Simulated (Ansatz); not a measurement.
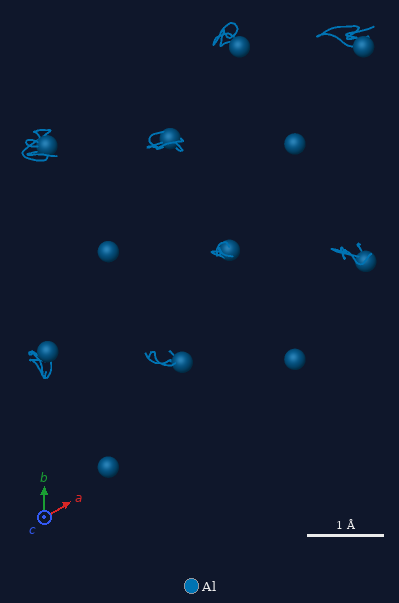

First-principles dynamics of a slab of Al(111) (12 atoms in the cell), 500 fs long. It starts from the last geometry of an earlier run, with fresh velocities. Lines trace each atom's path, in the colour of its element; spheres stand at the starting positions. Fixed atoms have no trace. Seen along the c axis in the simulation cell, with the vacuum cut short.

These are results of DFT PBE-D3(BJ), scalar-relativistic, plane waves, PAW (Ansatz 0.2.0), not measurements. Run with plane-wave cutoff 420 eV; k-point mesh 3 × 3 × 1; Fermi-Dirac smearing 0.1 eV; 4 atoms held fixed; Langevin thermostat (NVT); set temperature 450 K; time step 2 fs; friction 0.005 per fs.

**Describe the motion.**

In the second half of the run the atoms are, in the root-mean-square, this far from where they began (common drift taken out): Al 0.29 Å. That is small against the typical shortest distance between atoms in the first frame, about 2.7 Å: the atoms vibrate about their sites and the arrangement holds.
